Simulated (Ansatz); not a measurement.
**How much does Ir in W(100), 2x2 scatter?**

Wanted: the reflection from a plane of defects, Ir in W(100), 2x2, and the resistivity it implies.

Calculated with Ansatz 0.2.0; Ansatz plane-wave DFT, PBE, PAW files; ballistic transport by layer matching (Landauer), zero bias; PAW set soft_1, in the first sound run; inputs show where later runs differ.

### Step 1. The structure

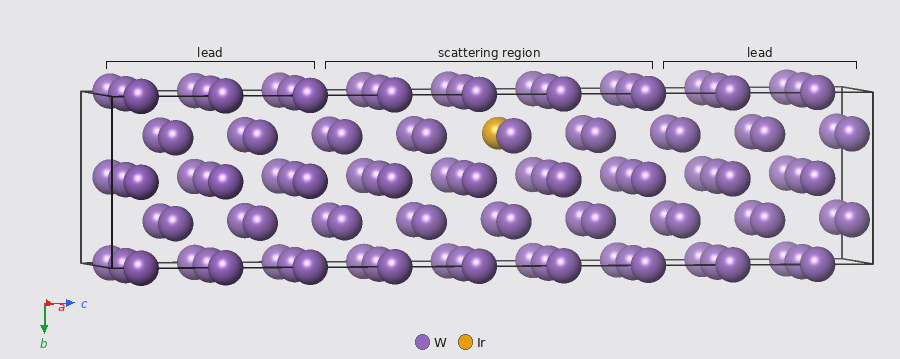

The starting structure, seen from the side, with the c axis across the page (tungsten purple, iridium orange). Some periodic images of atoms are drawn too.

The cell holds 72 atoms: 71 W and 1 Ir. Cell: a = 6.330 Å, b = 6.330 Å, c = 28.483 Å, α = 90.0°, β = 90.0°, γ = 90.0°. It derives from W. Regions: lead, 40 atoms (40 W); scattering region, 32 atoms (31 W and 1 Ir). The structure is stacked along c, and the current runs across the ab planes.

### Step 2. Transmission at ideal sites

The defect sits in one plane of the supercell, all atoms on ideal sites; the layers about the cell's end are the lead. The mesh across the current, 8×8, is finer than the density's, because channels open and close sharply across the zone. Energies from -0.1 to 0.1 eV in steps of 0.05 eV are too few for the program's thermal sum, so it prints no conductance; for a metal the transmission near the Fermi level serves, at a fraction of the cost.

File input.yaml:

```yaml
crystal:
  lattice:
    - [6.3296, 0.0, 0.0]
    - [0.0, 6.3296, 0.0]
    - [0.0, 0.0, 28.4832]
  atoms:
    - { symbol: W, position: [0.0, 0.0, 0.0277777778] }
    - { symbol: W, position: [0.0, 0.5, 0.0277777778] }
    - { symbol: W, position: [0.5, 0.0, 0.0277777778] }
    - { symbol: W, position: [0.5, 0.5, 0.0277777778] }
    - { symbol: W, position: [0.25, 0.25, 0.0833333333] }
    - { symbol: W, position: [0.25, 0.75, 0.0833333333] }
    - { symbol: W, position: [0.75, 0.25, 0.0833333333] }
    - { symbol: W, position: [0.75, 0.75, 0.0833333333] }
    - { symbol: W, position: [0.0, 0.0, 0.1388888889] }
    - { symbol: W, position: [0.0, 0.5, 0.1388888889] }
    - { symbol: W, position: [0.5, 0.0, 0.1388888889] }
    - { symbol: W, position: [0.5, 0.5, 0.1388888889] }
    - { symbol: W, position: [0.25, 0.25, 0.1944444444] }
    - { symbol: W, position: [0.25, 0.75, 0.1944444444] }
    - { symbol: W, position: [0.75, 0.25, 0.1944444444] }
    - { symbol: W, position: [0.75, 0.75, 0.1944444444] }
    - { symbol: W, position: [0.0, 0.0, 0.25] }
    - { symbol: W, position: [0.0, 0.5, 0.25] }
    - { symbol: W, position: [0.5, 0.0, 0.25] }
    - { symbol: W, position: [0.5, 0.5, 0.25] }
    - { symbol: W, position: [0.25, 0.25, 0.3055555556] }
    - { symbol: W, position: [0.25, 0.75, 0.3055555556] }
    - { symbol: W, position: [0.75, 0.25, 0.3055555556] }
    - { symbol: W, position: [0.75, 0.75, 0.3055555556] }
    - { symbol: W, position: [0.0, 0.0, 0.3611111111] }
    - { symbol: W, position: [0.0, 0.5, 0.3611111111] }
    - { symbol: W, position: [0.5, 0.0, 0.3611111111] }
    - { symbol: W, position: [0.5, 0.5, 0.3611111111] }
    - { symbol: W, position: [0.25, 0.25, 0.4166666667] }
    - { symbol: W, position: [0.25, 0.75, 0.4166666667] }
    - { symbol: W, position: [0.75, 0.25, 0.4166666667] }
    - { symbol: W, position: [0.75, 0.75, 0.4166666667] }
    - { symbol: W, position: [0.0, 0.0, 0.4722222222] }
    - { symbol: W, position: [0.0, 0.5, 0.4722222222] }
    - { symbol: W, position: [0.5, 0.0, 0.4722222222] }
    - { symbol: W, position: [0.5, 0.5, 0.4722222222] }
    - { symbol: Ir, position: [0.25, 0.25, 0.5277777778] }
    - { symbol: W, position: [0.25, 0.75, 0.5277777778] }
    - { symbol: W, position: [0.75, 0.25, 0.5277777778] }
    - { symbol: W, position: [0.75, 0.75, 0.5277777778] }
    - { symbol: W, position: [0.0, 0.0, 0.5833333333] }
    - { symbol: W, position: [0.0, 0.5, 0.5833333333] }
    - { symbol: W, position: [0.5, 0.0, 0.5833333333] }
    - { symbol: W, position: [0.5, 0.5, 0.5833333333] }
    - { symbol: W, position: [0.25, 0.25, 0.6388888889] }
    - { symbol: W, position: [0.25, 0.75, 0.6388888889] }
    - { symbol: W, position: [0.75, 0.25, 0.6388888889] }
    - { symbol: W, position: [0.75, 0.75, 0.6388888889] }
    - { symbol: W, position: [0.0, 0.0, 0.6944444444] }
    - { symbol: W, position: [0.0, 0.5, 0.6944444444] }
    - { symbol: W, position: [0.5, 0.0, 0.6944444444] }
    - { symbol: W, position: [0.5, 0.5, 0.6944444444] }
    - { symbol: W, position: [0.25, 0.25, 0.75] }
    - { symbol: W, position: [0.25, 0.75, 0.75] }
    - { symbol: W, position: [0.75, 0.25, 0.75] }
    - { symbol: W, position: [0.75, 0.75, 0.75] }
    - { symbol: W, position: [0.0, 0.0, 0.8055555556] }
    - { symbol: W, position: [0.0, 0.5, 0.8055555556] }
    - { symbol: W, position: [0.5, 0.0, 0.8055555556] }
    - { symbol: W, position: [0.5, 0.5, 0.8055555556] }
    - { symbol: W, position: [0.25, 0.25, 0.8611111111] }
    - { symbol: W, position: [0.25, 0.75, 0.8611111111] }
    - { symbol: W, position: [0.75, 0.25, 0.8611111111] }
    - { symbol: W, position: [0.75, 0.75, 0.8611111111] }
    - { symbol: W, position: [0.0, 0.0, 0.9166666667] }
    - { symbol: W, position: [0.0, 0.5, 0.9166666667] }
    - { symbol: W, position: [0.5, 0.0, 0.9166666667] }
    - { symbol: W, position: [0.5, 0.5, 0.9166666667] }
    - { symbol: W, position: [0.25, 0.25, 0.9722222222] }
    - { symbol: W, position: [0.25, 0.75, 0.9722222222] }
    - { symbol: W, position: [0.75, 0.25, 0.9722222222] }
    - { symbol: W, position: [0.75, 0.75, 0.9722222222] }
kpoints:
  mp_grid: { grid: [4, 4, 1] }
hamiltonian:
  xc: pbe
  pseudopotentials: { kind: paw, azcp: { folder: soft_1 } }
scf:
  occupations: { method: fermi_dirac, width: 0.1 }
output:
  transmission: { leads: [[0, 4]], kmesh: [8, 8], e_range: [-0.1, 0.1], de: 0.05 }
  write_potential: true
  write_density: true
  volumetric_format: npy
  elf: true
```

On the command line:

```console
$ ansatz run input.yaml --threads 4 --pin off --max-ram 15360MiB --backend cpu --events-out ev --progress --plain --runs-dir out
```

Numbers of over 12 decimals in the logs are rounded to 6 here.

What it wrote:

```text
Engine: ansatz 0.2.0, x86_64-unknown-linux-gnu
Pseudopotentials: kind: paw
Pseudopotential: W, paw, valence charge 14, recommended cutoff 420 eV (normal), soft_1/W.paw.azcp
Pseudopotential: Ir, paw, valence charge 17, recommended cutoff 420 eV (normal), soft_1/Ir.paw.azcp
Functional definition: PBE
  parameter kappa = 0.804
  parameter beta = 0.066725
  exchange = pbe_x(kappa = kappa, mu = beta*pi^2/3)
  correlation = pbe_c(beta = beta)
Crystal: 72 atoms, lattice volume = 1141.146 Å³
Basis set: ecut = 420 eV, 22299 PW (Γ)
Bands: 607, of which v1, the nominal top of the filled ones, is band 506 counted from 1 (505 counted from 0)
Symmetry: 16 space group operations
Space group: P4/mmm (ITA 123), of the structure as read, at distance tolerance 1.0e-4 Å
k-points: 6 of 16
Non-local potential: W, projectors of the file, l = 0: 3, l = 1: 2, l = 2: 2, l = 3: 1
Non-local potential: Ir, projectors of the file, l = 0: 3, l = 1: 2, l = 2: 2, l = 3: 1
PAW form: soft (Blöchl's): semilocal exchange-correlation on the pseudo side does not see the compensation charge
PAW one-centre angular grid: W, 590 points (default); XC on 64 Gauss nodes
PAW one-centre angular grid: Ir, 590 points (default); XC on 64 Gauss nodes
Initial density: superposition of atomic densities (chi_scale 0.1, normalization cell, long waves kept (reshape's long-wave potential 0.60 eV rms))
Initial wavefunctions: pseudopotential atomic-orbital guess
Functional: x = pbe(κ = 0.804, μ = 0.219515), c = pbe(β = 0.066725)
SCF iter   1: F=—  HF=-749356.974174 eV  |F-HF|=—  |Δ(HF+E_count)|=         —  Δρ=6.71e-2  dr2=7.54e2  ethr=3.10e-3  ⟨swp⟩=5.3  Hψ=11303  notcnv=0
preconditioner: auto → Kerker (q_TF=auto, 2.674 Å⁻¹)  [metal: Δε(μ)=0.060 eV  Ē_g=5.366 eV  σ=0.100 eV  W_gap=0.15  n_scr=372 (ndim 8)  ℏωp=22.9 eV  f_vac=0.000  D(μ)=33.40/eV (n_scr^D=248)]
SCF iter   2: F=—  HF=-749344.248990 eV  |F-HF|=—  |Δ(HF+E_count)|=    1.27e1  Δρ=4.06e-2  dr2=3.61e2  ethr=3.10e-3  ⟨swp⟩=2.0  Hψ=4674  notcnv=0  defer=29
SCF iter   3: F=—  HF=-749336.941707 eV  |F-HF|=—  |Δ(HF+E_count)|=    7.31e0  Δρ=1.00e-2  dr2=4.42e0  ethr=3.10e-3  ⟨swp⟩=3.0  Hψ=9754  notcnv=0  defer=15
SCF iter   4: F=—  HF=-749336.700916 eV  |F-HF|=—  |Δ(HF+E_count)|=   2.41e-1  Δρ=4.20e-3  dr2=4.21e0  ethr=4.37e-4  ⟨swp⟩=2.3  Hψ=6473  notcnv=0  defer=8
SCF iter   5: F=—  HF=-749336.654110 eV  |F-HF|=—  |Δ(HF+E_count)|=   4.68e-2  Δρ=1.04e-3  dr2=2.63e-1  ethr=4.17e-4  ⟨swp⟩=1.3  Hψ=3827  notcnv=0  defer=6
SCF iter   6: F=—  HF=-749336.650905 eV  |F-HF|=—  |Δ(HF+E_count)|=   3.21e-3  Δρ=1.42e-4  dr2=4.00e-3  ethr=2.60e-5  ⟨swp⟩=1.2  Hψ=3732  notcnv=0  defer=4
SCF iter   7: F=—  HF=-749336.650887 eV  |F-HF|=—  |Δ(HF+E_count)|=   1.80e-5  Δρ=3.14e-5  dr2=1.59e-4  ethr=3.95e-7  ⟨swp⟩=1.0  Hψ=3638  notcnv=0  defer=4
SCF iter   8: F=—  HF=-749336.650831 eV  |F-HF|=—  |Δ(HF+E_count)|=   5.54e-5  Δρ=8.38e-6  dr2=1.22e-5  ethr=1.57e-8  ⟨swp⟩=1.5  Hψ=3911  notcnv=0  defer=4
SCF iter   9: F=—  HF=-749336.651301 eV  |F-HF|=—  |Δ(HF+E_count)|=   4.69e-4  Δρ=2.81e-6  dr2=1.56e-6  ethr=1.21e-9  ⟨swp⟩=1.5  Hψ=3855  notcnv=0  defer=4
SCF iter  10: F=-749336.651301 eV  HF=-749336.651301 eV  |F-HF|=6.98e-9  |Δ(HF+E_count)|=   2.89e-8  Δρ=3.71e-7  dr2=7.69e-9  ethr=9.89e-12  ⟨swp⟩=5.3  Hψ=8782  notcnv=0
SCF 1 converged in 10 iterations: F = -749336.651301 eV  dr2 = 7.69e-9
  greatest PAW one-centre occupation: 1.000 electrons in one spin orbital (limit 2), on the Ir atom at site 36 (counted from 0), in its partial waves of l = 0
transmission: 59 of 555 steps passed
transmission: 111 of 555 steps passed
[...]
transmission: 555 of 555 steps passed
SCF converged after 10 iterations
Free energy (F): -749336.651301 eV
Harris-Foulkes:  -749336.651301 eV  (|F-HF|=6.98e-9)
Internal energy: -749335.311213 eV  (E = F + TS)
E sigma→0 (E₀):  -749335.981257 eV
Entropy (-TS):   -1.340088 eV (-18.612 meV/atom)
Fermi energy:    22.440992 eV
--- Per-component energies (eV) ---
  E_band       = -6106.037041
  E_kinetic    = 30486.006006
  E_local      = -39823.919121  (includes V_loc(G=0)·N_el)
  E_nonlocal   = -1618.351534
  E_hartree    = 16678.856572
  E_xc         = -19242.129030
  E_vxc        = -16688.649352  (∫ρ·V_xc dr)
  E_paw        = -618293.367054  (= ΣΔE_a)
  E_vpaw       = -11818.847425  (= ΣTr[D̂ρ^β])
  E_aug_tail   = 0.010805  (compensation charges beyond the density's cutoff)
  E_ewald      = -117522.417858
  E_smearing   = -1.340088  (= −TS)
  E_closure    = -0.000000  (closes the sum)
  Σ components = -749336.651301   (vs F -749336.651301, Δ=0.00e0)
--- Band table (eV; the first three rows and the last of 6) ---
  k-point 0: bands = [... 502 lower, 22.3431, 22.3449, 22.3659, 22.3743, 22.3743, 22.4089, 22.5900, 22.5900, ... 97 higher]
  k-point 1: bands = [... 502 lower, 22.3013, 22.3122, 22.3505, 22.3692, 22.3864, 22.4383, 22.4803, 22.4872, ... 97 higher]
  k-point 2: bands = [... 502 lower, 22.4871, 22.5181, 22.5201, 22.5226, 22.5618, 22.6013, 22.6042, 22.6264, ... 97 higher]
  k-point 5: bands = [... 502 lower, 21.7340, 21.7479, 22.4037, 22.4467, 22.5538, 22.5538, 22.8034, 22.9188, ... 97 higher]
--- Transmission ---
  basis      : 349 plane waves across, 37 finite elements along
  points     : 15, standing for a mesh of 8 x 8
  energies   : 5 from -0.100000 to 0.100000 eV about the Fermi level, 0.050000 eV apart; the leads are filled to 0.000000 eV, and channels, transmission and decay are at 0.000000 eV
  crystal 0  : W4, at the sites [0, 4], period 1.5824 Å, over 26.90 Å; its Hamiltonian steps by up to 0.9 meV
    offset         : up to 0.0000 Å between an atom of the period and one for which it stands
    channels       : 5.031250e0 a spin
    conductance    : none, the energies end too early or step too widely for 300 K: set another output.transmission.e_range or a lower de, or, where they end at an eighth of basis.ecutwfc, a higher one
    slowest decay  : 0.0391 /Å at (0.5000, 0.5000)
  junction   : crystal 0 to crystal 0, 0.88 to 27.79 Å
    transmission   : 4.099956e0 a spin
    conductance    : none, the energies end too early or step too widely for 300 K: set another output.transmission.e_range or a lower de, or, where they end at an eighth of basis.ecutwfc, a higher one
```

Wall time 4.4 min (4 threads of Intel Xeon Platinum 8375C at 2.90GHz (Ice Lake), shared host); peak memory 11 GiB; 17 min of CPU time.

This run has no spin polarisation although its electron count is odd.

Numbers from this step:

```yaml
free_energy: -749336.6513 eV
energy_at_zero_smearing: -749335.9813 eV
fermi_energy: 22.44 eV
cell_area: 40.06 Å²
transmission_per_spin_nearest_the_fermi_level: 4.100
open_channels_per_spin_nearest_the_fermi_level: 5.031
step_of_the_lead_s_potential: 0.9 meV
```

Per spin. Table of transmission, zone mean by energy, zero at the Fermi level:

```tsv
energy (eV)	transmission, zone mean
-0.1000	3.79
-0.0500	3.90
0.0000	4.10
0.0500	4.21
0.1000	4.04
```

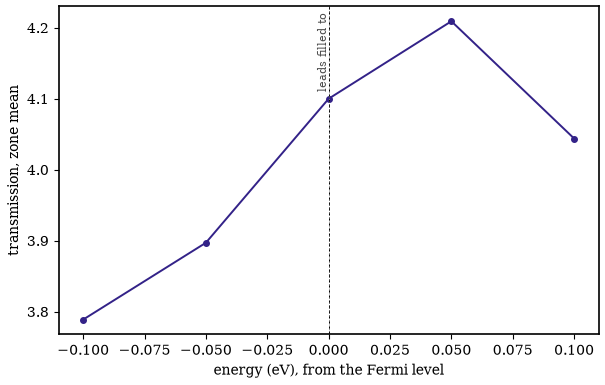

Transmission, zone mean against energy.

Per spin. The open channels, zone mean, lead by energy, zero at the Fermi level:

```tsv
energy (eV)	open channels, zone mean, lead
-0.1000	4.72
-0.0500	4.66
0.0000	5.03
0.0500	5.66
0.1000	5.53
```

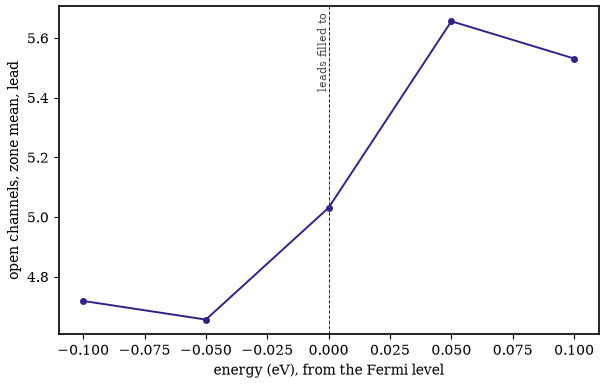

Open channels, zone mean, lead, plotted against energy.

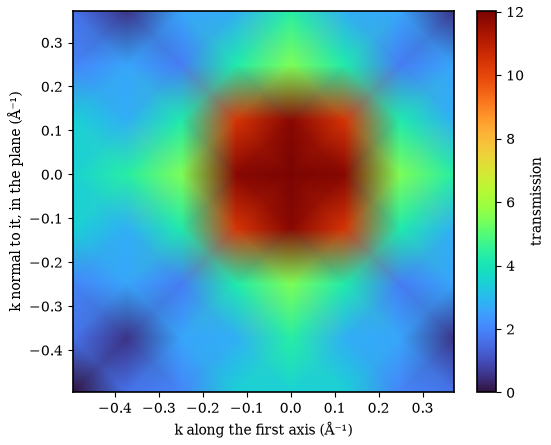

Transmission over k1 and k2. At 0.0000 eV from the Fermi level.

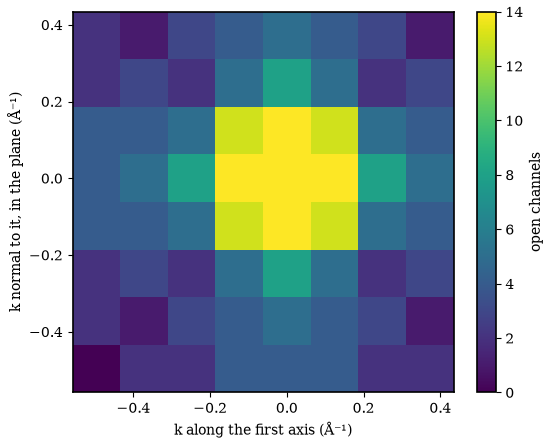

Open channels over k1 and k2. At 0.0000 eV from the Fermi level.

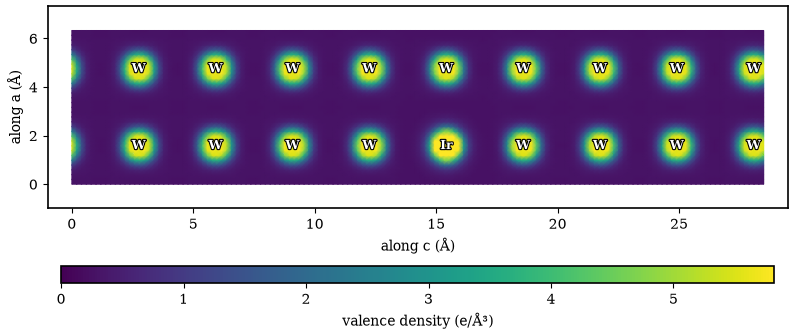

Valence density in the ca plane at fractional y = 0.250, with atoms of W and Ir within 0.2 Å of it. It is the smooth field of the valence electrons, not physical close to the nuclei.

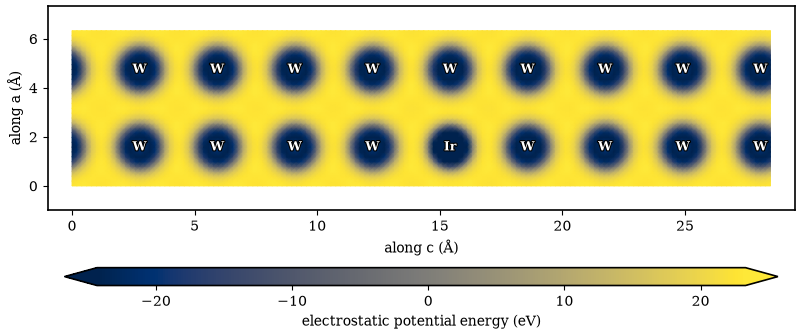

Electrostatic potential energy in the ca plane at fractional y = 0.250, with atoms of W and Ir within 0.2 Å of it. With pseudopotentials it is smooth inside the atoms' cores, unlike the true potential.

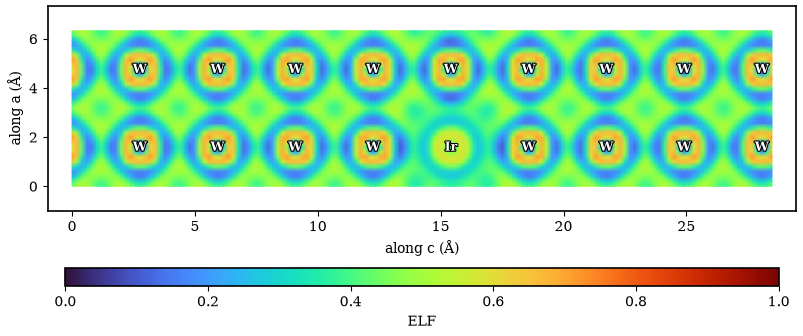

ELF in the ca plane at fractional y = 0.250, with atoms of W and Ir within 0.2 Å of it. It is the smooth field of the valence electrons, not physical close to the nuclei.

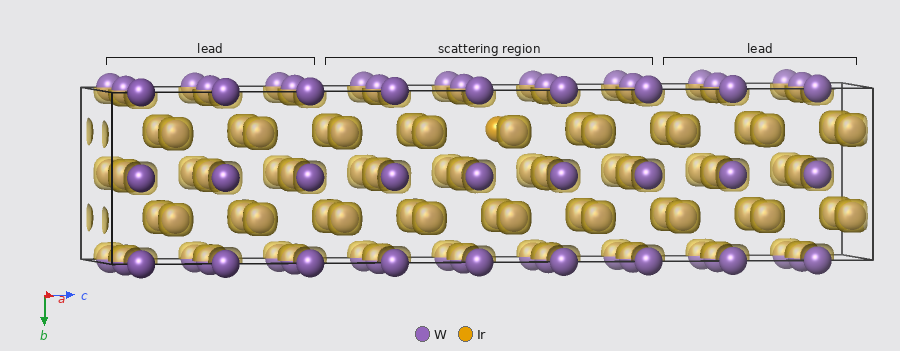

Surface of ELF = 0.64.

Over the solved energies the transmission per spin lies between 3.79 and 4.21, out of 5.12 channels of the lead on average (up to 5.66).

### Step 3. Resistance at ideal sites

This step: Ansatz plane-wave DFT, PBE, PAW files; ballistic transport by layer matching (Landauer), zero bias; area resistance of the defect plane and resistivity an atomic per cent; PAW set soft_1 (Ansatz 0.2.0).

This step gave:

* area resistance: 0.2599 fΩ m²
* T over the leads' mean channel count: 0.7955
* resistivity per at.% scaled from this dense plane, with the factor 3/4 for isotropic scattering: 4.927 µΩ cm

Averaged over the energies near the Fermi level, 79.6 % of the channels pass, which makes 0.260 fΩ m².

By hand, with T and the leads' channels N averaged over the energies near the Fermi level: RA = A (h/2e²)(1/T − 1/N) = 40.06×10⁻²⁰ m² × 12 906 Ω × (1/4.069 − 1/5.115) = 0.260 fΩ m². Per atomic per cent: RA × A / V_atom × 0.01 × 3/4 = 4.93 µΩ cm, with the host's V_atom = 15.85 Å³.

[end of part 1 of 3]

[Logs are printed without paths, hosts, clocks, repeated set-up lines and the standing remarks that a program may print on its own settings, such as how far it seeks lower states.]

[Hosts, paths, dates, database ids (printed as entryN), source tags and the programs' standing remarks are cut or masked in the printed files.]
